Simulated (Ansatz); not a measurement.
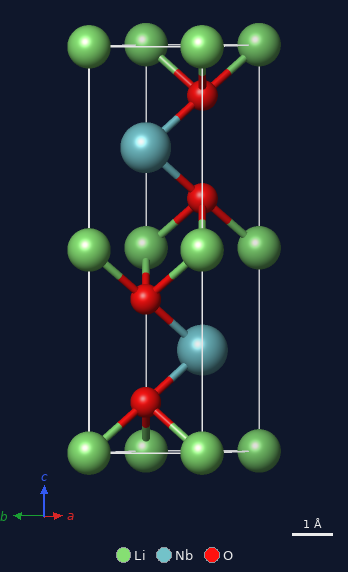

Starting structure of crystalline LiNbO2 (set up in P6_3/mmc). A ball-and-stick model of the cell of the calculation, seen from a free direction.

Case: volume × 0.97, shape and atoms relaxed.

These are results of DFT r2SCAN, scalar-relativistic, plane waves, PAW in Ansatz, not measurements.

Input file:
```yaml
crystal:
  lattice:
    - [2.8740218742, 0.0, 0.0]
    - [-1.4370109371, 2.4889759541, 0.0]
    - [0.0, 0.0, 10.3298913427]
  atoms:
    - { symbol: Li, position: [0.0, 0.0, 0.0] }
    - { symbol: Li, position: [0.0, 0.0, 0.5] }
    - { symbol: Nb, position: [0.3333333333, 0.6666666667, 0.75] }
    - { symbol: Nb, position: [0.6666666667, 0.3333333333, 0.25] }
    - { symbol: O, position: [0.3333333333, 0.6666666667, 0.1231766286] }
    - { symbol: O, position: [0.6666666667, 0.3333333333, 0.6231766286] }
    - { symbol: O, position: [0.3333333333, 0.6666666667, 0.3768233714] }
    - { symbol: O, position: [0.6666666667, 0.3333333333, 0.8768233714] }
basis:
  ecutwfc: 500
kpoints:
  mp_grid: { grid: [12, 12, 4] }
hamiltonian:
  xc: r2scan
scf:
  occupations: { method: gaussian, width: 0.02 }
output:
  forces: true
  stress: true
  eigenvalues: true
relax:
  adjacent_minimum: "off"
  f_tol: 0.01
  max_steps: 30
  cell: { stress_tol: 0.1, fix: [volume] }
```

Run as
```bash
ansatz run input.yaml --threads 2 --pin off --max-ram 5120MiB --backend cpu --events-out ev --progress --plain --runs-dir out
```

Question: Predict the outcome.

Answer: The largest moves relative to the cell, 0.019 Å, are those of O5, O6, O7 and O8. O7 goes along +c. Li and Nb stay in place. The drawn cell changes at constant volume: a = b 2.874 → 2.882 Å (+0.3 %), c 10.330 → 10.271 Å (−0.6 %). Near-neighbour distances that change, for instance: Li1–O5 2.091 → 2.079 Å, Nb3–O6 2.114 → 2.125 Å, Nb3–Nb3 2.874 → 2.882 Å. The space group stays P6_3/mmc (No. 194). The energy falls by 16.7 meV per cell of the calculation in 3 accepted moves (4 points after the start). Largest force component: 0.41 eV/Å at the start, under 0.0001 eV/Å at the end. The pressure goes from 7.55 to 5.14 GPa. The SCF was repeated once at an unchanged geometry on a basis and grid sized afresh for the cell, which shifted the energy by less than 0.05 meV per cell of the calculation at most. Cost: 38 s on 2 threads of Arm Neoverse V2, with other jobs on the host, peak memory 0.65 GiB.

History of the run:

```
step  E − E(0), meV/atom  largest force component, eV/Å  pressure, GPa                      note
   0                0.00                         0.4103           7.55                          
   1               -2.01                         0.0603           5.25                          
   2               -2.01                         0.0558           5.06                          
   3               -2.09                         0.0002           5.14                          
   4               -2.08                         0.0001           5.14  same geometry, new basis
```
